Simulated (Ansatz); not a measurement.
Consider Al9N (slab).

```cif
data_structure
_symmetry_space_group_name_H-M 'P 1'
_symmetry_Int_Tables_number 1
_cell_length_a 2.8535
_cell_length_b 2.8535
_cell_length_c 34.2606
_cell_angle_alpha 90.000
_cell_angle_beta 90.000
_cell_angle_gamma 120.000
_cell_volume 241.60
loop_
_atom_site_label
_atom_site_type_symbol
_atom_site_fract_x
_atom_site_fract_y
_atom_site_fract_z
_atom_site_occupancy
Al1 Al 0.33333 0.66667 0.11675 1
Al2 Al 0.00000 0.00000 0.18521 1
Al3 Al 0.66667 0.33333 0.25367 1
Al4 Al 0.00000 0.00000 0.32212 1
Al5 Al 0.33333 0.66667 0.38999 1
Al6 Al 0.00000 0.00000 0.45782 1
Al7 Al 0.66667 0.33333 0.52683 1
Al8 Al 0.00000 0.00000 0.59509 1
Al9 Al 0.33333 0.66667 0.66434 1
N1 N 0.33333 0.16667 0.69205 1
```

PAW files of the earlier set (soft_1).

All numbers below come from Ansatz, DFT PBE, scalar-relativistic, plane waves, PAW.

Question: What can the converged valence pseudo-density and electron localisation function tell about the bonding?

Answer: Al–N (1.71 Å): ρ at the midpoint is about 0.93 e/Å³; the ELF peaks at about 0.90 in the valence shell of N, 0.7 Å from its nucleus, and is about 0.85 at the midpoint.

Question: Metal or insulator at this level of theory?

Answer: It is metallic or semimetallic at this level of theory: no gap opens.

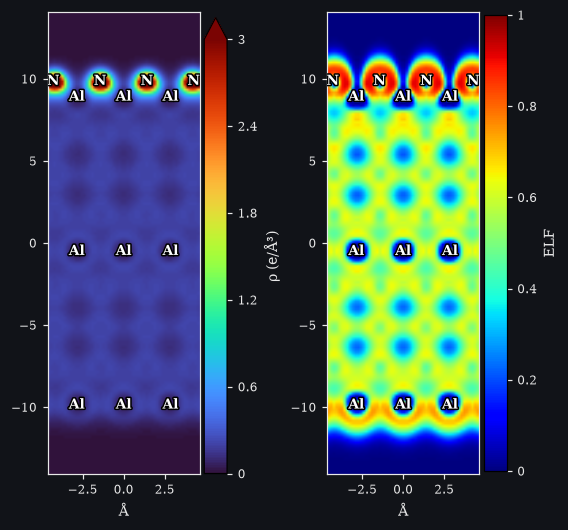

Computed valence pseudo-density and electron localisation function on the (100) plane of the calculation cell, a cut from vacuum to vacuum, in this order. Atoms just off the plane (Al, 0.8 Å away) can leave unmarked features too.

The density is the valence pseudo-density of a PAW calculation; it isn't the true density close to the nuclei.
